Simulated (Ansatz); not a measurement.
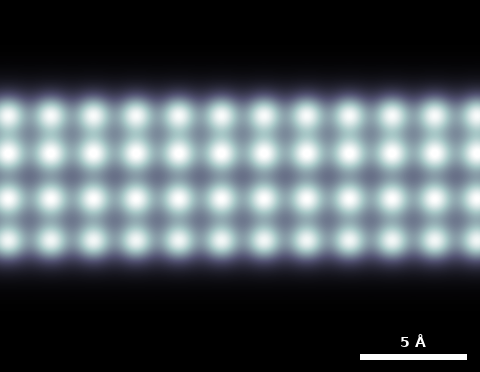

Cross-section of a slab, seen along a direction in its plane, the normal pointing up. Simulated as the projected potential of neutral atoms (B = 0.8 Å²) blurred by a 1.20 Å probe, the thin-sample limit of integrated differential phase contrast. Structure used: coordinates from a relaxation in a fixed cell under constraints with Ansatz, DFT PBEsol, scalar-relativistic, plane waves, PAW. The model holds Ti.

> How many atomic planes does the slab have, and what do they hold from top to bottom?

4 planes (atoms within 0.35 Å in height count as one plane):

| plane | content | depth below the top plane (Å) |
| --- | --- | --- |
| 1 | Ti | 0.0 |
| 2 | Ti | 1.9 |
| 3 | Ti | 4.0 |
| 4 | Ti | 6.0 |

> How thick is it, and how does it end on either side?

The outermost planes are 6.0 Å apart. The upper face ends in Ti and the lower in Ti, so the sequence of planes is the same from both sides.

The model is a (100) slab of Ti (Fm-3m).
